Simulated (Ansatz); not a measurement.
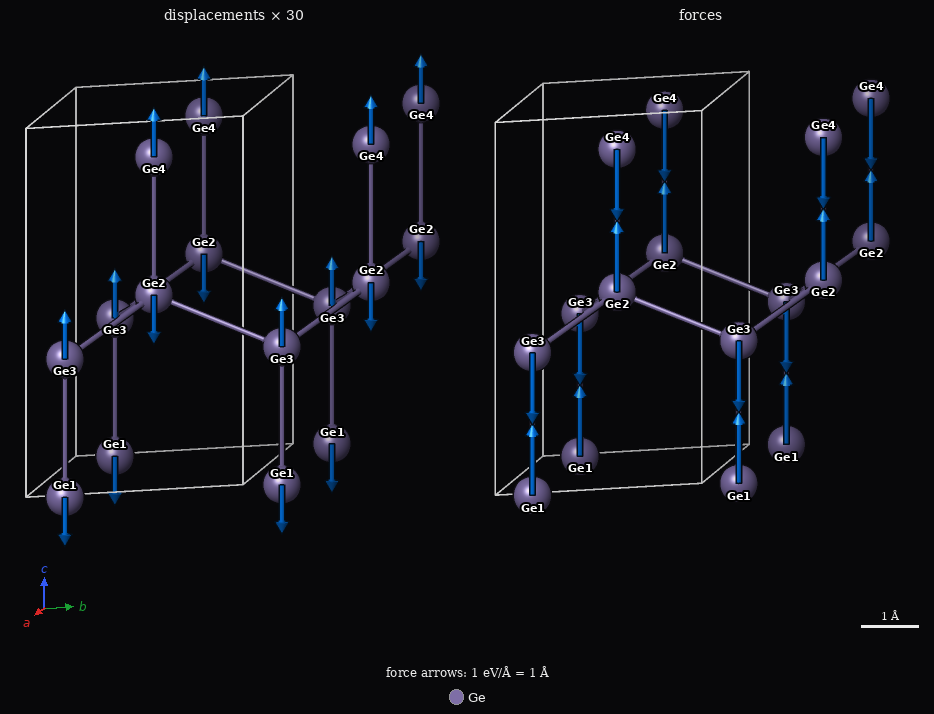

Left: a symmetric starting cell of Ge, with blue arrows for the displacements applied to it (without the part that the change of the cell carries along). Right: the displaced structure with the computed forces. Besides, the cell is strained by +1.1 % along c and −4.9 % across it (volume −8.6 %). A ball-and-stick model of the cell of the calculation, repeated 2 × 2 × 1 with one cell outlined, seen slightly off an axis.

All numbers below come from Ansatz, DFT PBEsol, scalar-relativistic, plane waves, PAW. (plane-wave cutoff 420 eV; k-point mesh 12 × 12 × 6; occupations gaussian; smearing width 0.1 eV; no spin polarisation)

How do the forces relate to the distortion?

Atoms are displaced by 0.03 Å relative to the cell: Ge2 0.03 Å along −c. No relaxation follows. The starting cell wasn't computed here and needn't be at equilibrium, so pressure and forces aren't due to the change alone. The pressure is 8.8 GPa (not all of it need come from the change, since the unchanged cell can be under pressure at this level too). The principal stresses (compression positive) are −2.1 GPa along c and 14.3 GPa across it. The largest forces, 1.3 eV/Å, act on Ge1, Ge2, Ge3 and Ge4; on Ge2 it points along +c. The forces point straight back along the displacements (cosine −1.00). Among the bonded contacts that change: Ge–Ge 2.453 → 2.328 Å, Ge–Ge 2.469 → 2.557 Å. The space group stays P6_3/mmc (No. 194).
